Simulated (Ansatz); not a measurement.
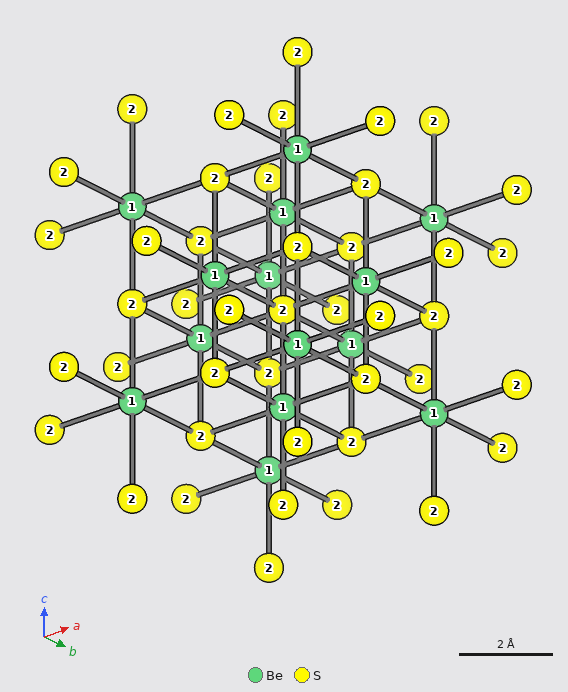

The starting point is crystalline BeS (built on the rocksalt type) at its r2SCAN-relaxed geometry. A ball-and-stick model of the conventional cell (4 times the calculation's cell), seen from a free direction. Lengths and directions refer to the drawn axes.

Method: DFT, PBE, plane waves, PAW (Ansatz). Settings: plane-wave cutoff 420 eV; k-point mesh 10 × 10 × 10; occupations fermi dirac; smearing width 0.02 eV; no spin polarisation.

Now this is done to it. All lengths are scaled by +0.5 % (volume +1.5 %). The atoms were relaxed with r2SCAN under that strain, and this is a single point on that geometry.

Question: What does the calculation give for the changed structure?

Answer: Near-neighbour distances before and after: Be–S 2.317 → 2.329 Å. The space group stays Fm-3m (No. 225). Energy change: +1.3 meV per atom. The pressure goes from −0.4 to −1.9 GPa. All forces vanish by symmetry.
